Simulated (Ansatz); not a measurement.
## Single-point calculation, with input and output: ZnSe (part 1 of 2)

- system: ZnSe (slab, 16 atoms in the cell)
- method: DFT PBE, scalar-relativistic, plane waves, PAW, no spin polarisation (Ansatz 0.2.0)

The structure derives from an entry of the Crystallography Open Database. It belongs to a series of runs on one base structure; here: the slab at its places in the relaxed adsorbed structure. Figures and captions count atoms from 1; the log counts them from 0 in places.

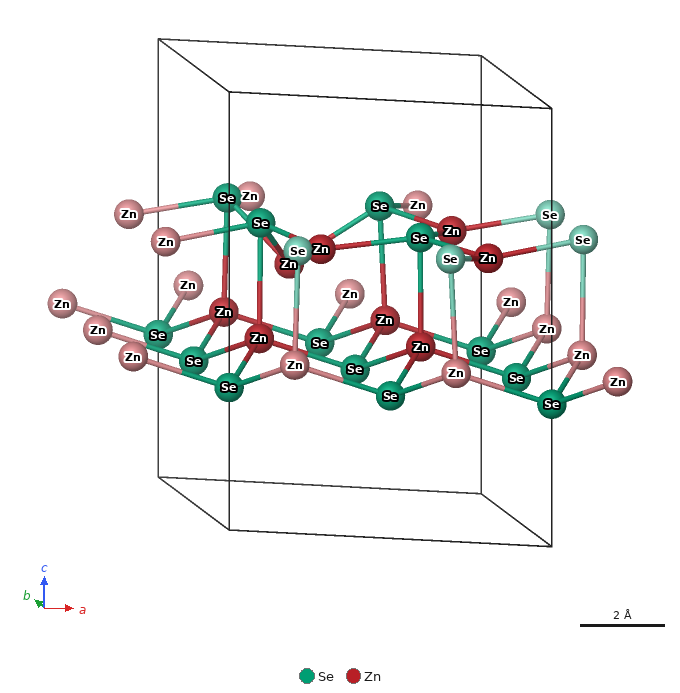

Fig. 1: The input geometry (ball-and-stick view of the cell of the calculation, with the vacuum cut short, seen slightly off an axis; neighbours outside the cell are drawn fainter). An atom can appear more than once, as a periodic image.

Input
```yaml
crystal:
  lattice:
    - [8.106046264, 0.0, 0.0]
    - [-4.053023132, 7.0200419889, 0.0]
    - [0.0, 0.0, 24.8386994121]
  atoms:
    - { symbol: Se, position: [0.5, 0.0, 0.3220780552] }
    - { symbol: Se, position: [0.5, 0.5, 0.3220780552] }
    - { symbol: Se, position: [0.0, 0.0, 0.3220780552] }
    - { symbol: Se, position: [0.0, 0.5, 0.3220780552] }
    - { symbol: Zn, position: [0.1666666667, 0.8333333333, 0.3553857525] }
    - { symbol: Zn, position: [0.1666666667, 0.3333333333, 0.3553857525] }
    - { symbol: Zn, position: [0.6666666667, 0.8333333333, 0.3553857525] }
    - { symbol: Zn, position: [0.6666666667, 0.3333333333, 0.3553857525] }
    - { symbol: Se, position: [0.6472347275, 0.8236847364, 0.4668665777] }
    - { symbol: Se, position: [0.6656021635, 0.3331034807, 0.4617830408] }
    - { symbol: Se, position: [0.175235312, 0.8238646719, 0.467080435] }
    - { symbol: Se, position: [0.1751323953, 0.352590573, 0.4671032238] }
    - { symbol: Zn, position: [0.3325647351, 0.6672467635, 0.4135435494] }
    - { symbol: Zn, position: [0.3197245066, 0.1605708087, 0.4537195093] }
    - { symbol: Zn, position: [0.8387467961, 0.67873115, 0.4532653042] }
    - { symbol: Zn, position: [0.8384995123, 0.1605124763, 0.4532566052] }
basis:
  ecutwfc: 420
kpoints:
  mp_grid: { grid: [2, 2, 1] }
hamiltonian:
  xc: pbe
scf:
  occupations: { method: gaussian, width: 0.05 }
output:
  forces: true
  eigenvalues: true
  write_density: true
  volumetric_format: npy
efield:
  axis: 3
  dipole_correction: true
  ramp_width: 0.04
```

Run on 4 threads of Arm Neoverse V1, 24 GiB of memory available, shared host.

Launch command:
```bash
ansatz run input.yaml --threads 4 --pin off --max-ram 10240MiB --backend cpu --events-out ev --progress --plain --runs-dir out
```

Log
```
Engine: ansatz 0.2.0, aarch64-unknown-linux-gnu
Pseudopotentials: kind: paw
Pseudopotential: Se, paw, valence charge 16, recommended cutoff 420 eV (normal), Se.paw.azcp
Pseudopotential: Zn, paw, valence charge 12, recommended cutoff 420 eV (normal), Zn.paw.azcp
Functional definition: PBE
  parameter kappa = 0.804
  parameter beta = 0.06672455060314922
  exchange = pbe_x(kappa = kappa, mu = beta*pi^2/3)
  correlation = pbe_c(beta = beta)
Crystal: 16 atoms, lattice volume = 1413.441 Å³
Basis set: ecut = 420 eV, 27701 PW (Γ), exchange–correlation on 120×120×360 points (8 copies of the dense FFT grid, shifted against one another)
Bands: 135, of which v1, the nominal top of the filled ones, is band 112 counted from 1 (111 counted from 0)
Symmetry: 1 space group operations
Space group: P1 (ITA 1), of the structure as read, at distance tolerance 1.1e-4 Å
k-points: 4
Non-local potential: Se, projectors of the file, l = 0: 2, l = 1: 2, l = 2: 3, l = 3: 1
Non-local potential: Zn, projectors of the file, l = 0: 2, l = 1: 2, l = 2: 3, l = 3: 1
PAW form: soft (Blöchl's): semilocal exchange-correlation on the pseudo side does not see the compensation charge
PAW one-centre angular grid: Se, 590 points (default); XC on 64 Gauss nodes
PAW one-centre angular grid: Zn, 590 points (default); XC on 64 Gauss nodes
Initial density: superposition of atomic densities (neutral atoms: chi_scale 0, normalization atom), corrected by the library's trained network
Initial wavefunctions: pseudopotential atomic-orbital guess
Functional: x = pbe(κ = 0.804, μ = 0.2195149727645171), c = pbe(β = 0.06672455060314922)
SCF iter   1: F=—  HF=-70312.440786 eV  |F-HF|=—  |Δ(HF+E_count)|=         —  Δρ=9.65e-4  dr2=3.39e-2  ethr=1.77e-3  p=0.376 e·Å  D=4.81e-2 V/Å  ΔV_dip=-1.19 eV  dr2_dipole=3.37e-5  V_vac-E_F(+/−)=4.39/5.59 eV  ⟨swp⟩=9.0  Hψ=2518  notcnv=0  defer=42
efield: sawtooth ramp at fractional position 0.8746 (placed from the atoms, in the widest stretch of the axis that holds none; the zero of the levels goes with the place), width 0.0400; the density the first Hamiltonian is built on has a dipole p = 0.376 e·Å; the dipole correction subtracts the counter field D = 4.81e-2 V/Å, which shifts the + side's vacuum level by -1.19 eV against the − side's; the planar-averaged density in the ramp window peaks in size at 8.6e-6 e/Å³
preconditioner: auto → Resta (q_TF=auto, 2.007 Å⁻¹)  ε∞=2.3  [insulator: Δε(μ)=0.793 eV  Ē_g=10.315 eV  σ=0.050 eV  W_gap=1.00  n_scr=212 (ndim 8)  ℏωp=11.9 eV  f_vac=0.716  D(μ)=0.00/eV (n_scr^D=0)  ε∞_Penn≈2.3  vacuum switching on, ρ_ref=7.7e-3 e/Å³]
SCF iter   2: F=—  HF=-70312.442655 eV  |F-HF|=—  |Δ(HF+E_count)|=   1.87e-3  Δρ=4.45e-4  dr2=6.94e-3  ethr=1.51e-5  p=0.398 e·Å  D=5.10e-2 V/Å  ΔV_dip=-1.27 eV  dr2_dipole=2.64e-4  V_vac-E_F(+/−)=4.43/5.69 eV  ⟨swp⟩=2.0  Hψ=889  notcnv=0  defer=71
SCF iter   3: F=—  HF=-70312.442575 eV  |F-HF|=—  |Δ(HF+E_count)|=   7.95e-5  Δρ=2.50e-4  dr2=1.18e-3  ethr=3.10e-6  p=0.393 e·Å  D=5.04e-2 V/Å  ΔV_dip=-1.25 eV  dr2_dipole=1.41e-4  V_vac-E_F(+/−)=4.45/5.70 eV  ⟨swp⟩=2.0  Hψ=739  notcnv=0  defer=71
SCF iter   4: F=—  HF=-70312.443358 eV  |F-HF|=—  |Δ(HF+E_count)|=   7.83e-4  Δρ=1.06e-4  dr2=5.78e-4  ethr=5.28e-7  p=0.411 e·Å  D=5.26e-2 V/Å  ΔV_dip=-1.31 eV  dr2_dipole=6.58e-5  V_vac-E_F(+/−)=4.43/5.74 eV  ⟨swp⟩=2.0  Hψ=756  notcnv=0  defer=71
SCF iter   5: F=—  HF=-70312.443613 eV  |F-HF|=—  |Δ(HF+E_count)|=   2.55e-4  Δρ=4.49e-5  dr2=5.11e-5  ethr=2.58e-7  p=0.410 e·Å  D=5.25e-2 V/Å  ΔV_dip=-1.30 eV  dr2_dipole=4.45e-6  V_vac-E_F(+/−)=4.44/5.75 eV  ⟨swp⟩=2.0  Hψ=548  notcnv=0  defer=71
SCF iter   6: F=—  HF=-70312.443786 eV  |F-HF|=—  |Δ(HF+E_count)|=   1.74e-4  Δρ=3.64e-5  dr2=1.92e-5  ethr=2.28e-8  p=0.413 e·Å  D=5.28e-2 V/Å  ΔV_dip=-1.31 eV  dr2_dipole=2.12e-6  V_vac-E_F(+/−)=4.44/5.75 eV  ⟨swp⟩=2.8  Hψ=725  notcnv=0  defer=71
SCF iter   7: F=—  HF=-70312.443783 eV  |F-HF|=—  |Δ(HF+E_count)|=   3.04e-6  Δρ=7.64e-6  dr2=1.53e-6  ethr=8.56e-9  p=0.412 e·Å  D=5.28e-2 V/Å  ΔV_dip=-1.31 eV  dr2_dipole=1.59e-7  V_vac-E_F(+/−)=4.44/5.75 eV  ⟨swp⟩=2.0  Hψ=719  notcnv=0  defer=71
SCF iter   8: F=-70312.443785 eV  HF=-70312.443785 eV  |F-HF|=2.30e-7  |Δ(HF+E_count)|=   1.45e-6  Δρ=2.29e-6  dr2=7.47e-8  ethr=4.46e-11  p=0.412 e·Å  D=5.27e-2 V/Å  ΔV_dip=-1.31 eV  dr2_dipole=4.06e-9  V_vac-E_F(+/−)=4.44/5.75 eV  ⟨swp⟩=19.2  Hψ=3705  notcnv=0
SCF 1 converged in 8 iterations: F = -70312.443785 eV  dr2 = 7.47e-8
  greatest PAW one-centre occupation: 1.000 electrons in one spin orbital (limit 2), on the Se atom at site 8 (counted from 0), in its partial waves of l = 2
```

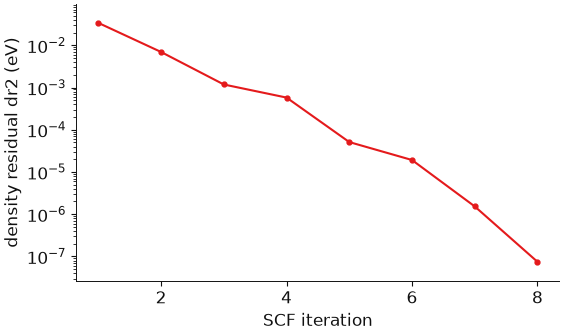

Fig. 2: Convergence of the self-consistent field: density residual dr2 against the SCF iteration. The residual falls at every step.

```
SCF converged after 8 iterations
Free energy (F): -70312.443785 eV
Harris-Foulkes:  -70312.443785 eV  (|F-HF|=2.30e-7)
Internal energy: -70312.443785 eV  (E = F + TS)
E sigma→0 (E₀):  -70312.443785 eV
Fermi energy:    -1.887160 eV
Dipole field:    D = 0.052710 V/Å  (p = 0.411729 e·Å, saw-weighted, corrected)
Work function:   Φ+ = 4.4434 eV   Φ− = 5.7527 eV
Levels:          The Fermi level and band energies are counted from a zero that moves with the ramp; work functions are not
--- Per-component energies (eV) ---
  E_band       = -5116.571868
  E_kinetic    = 1987.057465
  E_local      = -233896.203374  (includes V_loc(G=0)·N_el)
  E_nonlocal   = 149.710631
  E_hartree    = 114632.829111
  E_xc         = -1923.554048
  E_vxc        = -1190.554283  (∫ρ·V_xc dr)
  E_paw        = -29918.052897  (= ΣΔE_a)
  E_vpaw       = -1431.778746  (= ΣTr[D̂ρ^β])
  E_aug_tail   = -0.007523  (compensation charges beyond the density's cutoff)
  E_efield     = 0.010851  (sawtooth field / dipole correction)
  E_vefield    = -0.467907  (∫n·V_field dr)
  E_ewald      = 78655.765999
  E_smearing   = -0.000000  (= −TS)
  E_closure    = -0.000000  (closes the sum)
  Σ components = -70312.443785   (vs F -70312.443785, Δ=0.00e0)
--- Forces (eV/Å), atoms counted from 1 ---
  atom   1  Se    -0.00031786    -0.21471979     0.37900104
  atom   2  Se    -0.18343693     0.10428731     0.37588110
  atom   3  Se     0.00235775     0.00080436     0.46244079
  atom   4  Se     0.18354260     0.10680441     0.38238136
  atom   5  Zn    -0.29984969     0.17651611    -0.48419813
  atom   6  Zn     0.00690573    -0.33382210    -0.47582346
  atom   7  Zn     0.29058521     0.16176653    -0.47949657
  atom   8  Zn    -0.00872653    -0.00025110    -0.15542552
  atom   9  Se     0.00047416     0.01881442     0.01235203
  atom  10  Se    -0.00185448     0.00203069     0.00354895
  atom  11  Se    -0.01250536     0.01192917     0.01295679
  atom  12  Se    -0.00186061    -0.01853434     0.00259162
  atom  13  Zn     0.01049619    -0.00942140    -0.02384600
  atom  14  Zn     0.00031138     0.00103637    -0.01096723
  atom  15  Zn     0.00268435    -0.00230311    -0.00348580
  atom  16  Zn     0.01119345    -0.00493863     0.00222883
  max |Σ_I F_I| component: 1.40e-4 eV/Å
--- Band table (eV) ---
  k-point 0: bands = ["-49.7918", "-49.7918", "-49.7675", "-49.7671", "-49.7641", "-49.7637", "-49.7622", "-49.7618", "-49.7478", "-49.7477", "-49.7389", "-49.7370", "-49.7340", "-49.7321", "-49.7302", "-49.7268", "-49.7250", "-49.7230", "-49.7200", "-49.7182", "-48.7571", "-48.7567", "-48.7530", "-48.7526", "-48.7441", "-48.7436", "-48.7220", "-48.7176", "-48.7085", "-48.6981", "-48.6938", "-48.6937", "-48.6893", "-48.6854", "-48.6807", "-48.5974", "-48.5974", "-48.5583", "-48.5582", "-48.5464", "-15.7347", "-15.1811", "-15.1278", "-15.1226", "-14.4482", "-13.9496", "-13.9424", "-13.8152", "-9.6621", "-9.6618", "-9.5946", "-9.5939", "-9.5013", "-9.5005", "-9.4612", "-9.4442", "-9.4427", "-9.4356", "-9.3908", "-9.3896", "-9.3839", "-9.3527", "-9.3363", "-9.3351", "-9.3270", "-9.2166", "-9.2159", "-9.1699", "-8.6587", "-8.6511", "-8.6506", "-8.5752", "-8.5727", "-8.5710", "-8.5402", "-8.5259", "-8.5247", "-8.4757", "-8.4668", "-8.4645", "-8.4071", "-8.4024", "-8.3991", "-8.3623", "-8.3371", "-8.3362", "-8.2667", "-8.2661", "-7.6763", "-7.5446", "-7.5427", "-6.8021", "-6.7029", "-6.6979", "-6.4609", "-4.8947", "-4.7531", "-4.7491", "-4.4218", "-4.4202", "-4.3661", "-3.5047", "-3.5017", "-3.3891", "-3.3769", "-3.3375", "-3.3365", "-3.1467", "-3.1381", "-3.1353", "-2.3057", "-2.3051", "-1.4710", "-1.0163", "-0.2662", "-0.2584", "-0.0875", "0.6134", "0.6154", "1.0024", "1.0061", "1.0650", "1.4026", "2.0702", "2.5023", "2.8179", "2.8234", "3.0242", "3.1842", "3.1876", "3.3982", "3.7529", "3.9832", "3.9865", "4.0382"]
```
